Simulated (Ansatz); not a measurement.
Input file:

```
crystal:
  lattice:
    - [4.759736263, 0.0, 0.0]
    - [-2.3588725772, 4.1341032229, 0.0]
    - [0.0, 0.0, 25.6452772379]
  atoms:
    - { symbol: Ti, position: [0.5, 0.0, 0.2924515079] }
    - { symbol: Si, position: [0.1626699719, 0.3373300281, 0.2924515079] }
    - { symbol: Si, position: [0.8373300281, 0.6626699719, 0.2924515079] }
    - { symbol: Ti, position: [0.0, 0.0, 0.3754709048] }
    - { symbol: Si, position: [0.3373300281, 0.6626699719, 0.3754709048] }
    - { symbol: Si, position: [0.6626699719, 0.3373300281, 0.3754709048] }
    - { symbol: Ti, position: [0.0, 0.5, 0.4584903016] }
    - { symbol: Si, position: [0.6626699719, 0.8373300281, 0.4584903016] }
    - { symbol: Si, position: [0.3373300281, 0.1626699719, 0.4584903016] }
    - { symbol: Ti, position: [0.5, 0.5, 0.5415096984] }
    - { symbol: Si, position: [0.8373300281, 0.1626699719, 0.5415096984] }
    - { symbol: Si, position: [0.1626699719, 0.8373300281, 0.5415096984] }
    - { symbol: Ti, position: [0.5, 0.0, 0.6245290952] }
    - { symbol: Si, position: [0.1626699719, 0.3373300281, 0.6245290952] }
    - { symbol: Si, position: [0.8373300281, 0.6626699719, 0.6245290952] }
    - { symbol: Ti, position: [0.0, 0.0, 0.7075484921] }
    - { symbol: Si, position: [0.3373300281, 0.6626699719, 0.7075484921] }
    - { symbol: Si, position: [0.6626699719, 0.3373300281, 0.7075484921] }
basis:
  ecutwfc: 500
kpoints:
  mp_grid: { grid: [8, 8, 1] }
hamiltonian:
  xc: r2scan
scf:
  occupations: { method: gaussian, width: 0.1 }
output:
  forces: true
  stress: true
  eigenvalues: true
  write_density: true
  write_potential: true
  elf: true
  volumetric_format: npy
efield:
  axis: 3
  dipole_correction: true
  ramp_width: 0.04
```

Command:

```sh
ansatz run input.yaml --threads 2 --pin off --max-ram 5120MiB --backend cpu --events-out ev --progress --plain --runs-dir out
```

Computed without spin polarisation.

Theory: DFT r2SCAN, scalar-relativistic, plane waves, PAW in Ansatz.

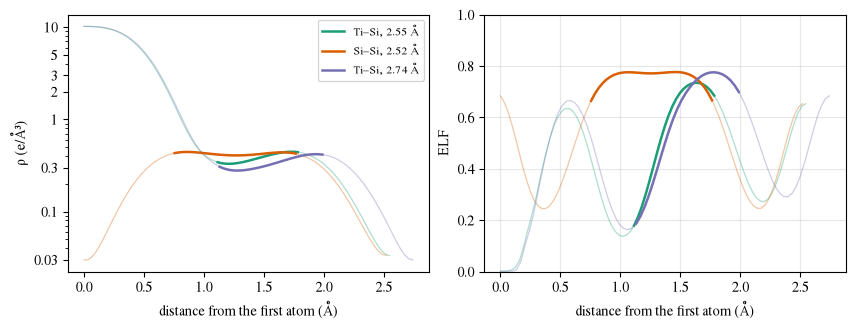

TiSi$_{2}$ (slab). Valence pseudo-density and ELF along straight lines between neighbouring atoms. Thin, pale parts lie inside the atomic spheres.

Core electrons are frozen (PAW), and the valence fields are smoothed inside the atomic spheres.

Q: What can be read from the curves?

A: Ti–Si (2.55 Å): ρ at the midpoint is about 0.33 e/Å³; the ELF peaks at about 0.75 in the valence shell of Si, 0.9 Å from its nucleus, and is about 0.40 at the midpoint.
Si–Si (2.52 Å): ρ at the midpoint is about 0.41 e/Å³; the ELF peaks at about 0.80 between the atoms.
Ti–Si (2.74 Å): ρ is about 0.29 e/Å³ halfway; the ELF peaks at about 0.80 in the valence shell of Si, 1.0 Å from its nucleus, and is about 0.50 at the midpoint.
